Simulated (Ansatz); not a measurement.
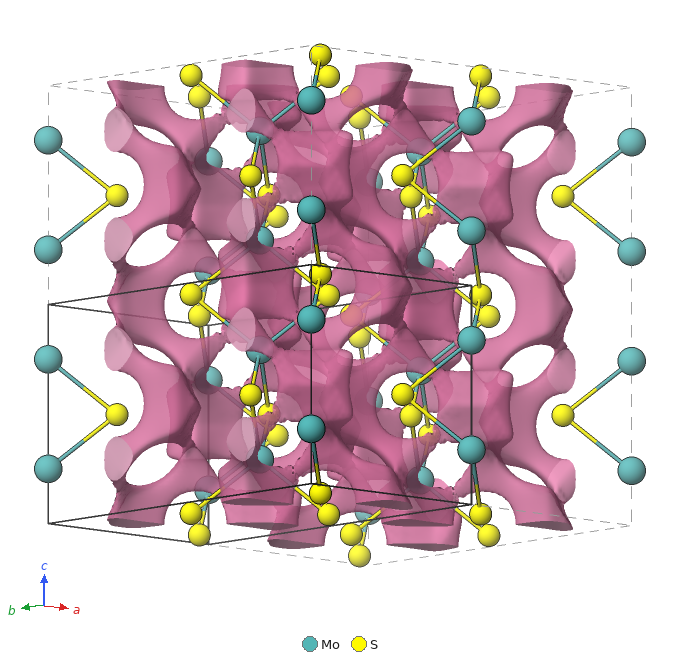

Bond-valence mismatch map for Li+ in MoS2 (Ibam): the pink surface encloses the points where |V − 1| < 0.5 v.u. (2×1×2 cells, view from a free direction). Pale faces close the region where the drawn box cuts it.

At each point the valence sum V of a Li+ ion is computed from the anions within 5 Å (s = exp((R0 − d)/b), R0 fitted to published crystal structures with b = 0.37 Å; R0: Li+–S 1.950 Å). Points too close to the other cations are excluded (2.1 Å from Mo). Li+ is a guest here, not part of the formula. This is an empirical screen for pathways, not an energy calculation.

The cell is taken from the end point of a relaxation with DFT, PBEsol, plane waves, PAW (Ansatz 0.2.0).

```cif
data_structure
_symmetry_space_group_name_H-M 'Ibam'
_symmetry_Int_Tables_number 72
_cell_length_a 5.5961
_cell_length_b 9.9089
_cell_length_c 5.6673
_cell_angle_alpha 90.000
_cell_angle_beta 90.000
_cell_angle_gamma 90.000
_cell_volume 314.26
loop_
_atom_site_label
_atom_site_type_symbol
_atom_site_symmetry_multiplicity
_atom_site_Wyckoff_symbol
_atom_site_fract_x
_atom_site_fract_y
_atom_site_fract_z
_atom_site_occupancy
Mo1 Mo 4 a 0.00000 0.00000 0.75000 1
S1 S 8 j 0.75688 0.88674 0.00000 1
```

Q: How are the low-mismatch regions connected?

A: The regions form a two-dimensional network in layers parallel to (010).

Q: At which mismatch do paths open?

A: From a mismatch of about 0.30 v.u. the regions form one-dimensional channels along [001]. From a mismatch of about 0.35 v.u. the regions form a two-dimensional network in layers parallel to (010). From a mismatch of about 0.65 v.u. the regions form a three-dimensional network. These are grid estimates, good to about 0.1 v.u.
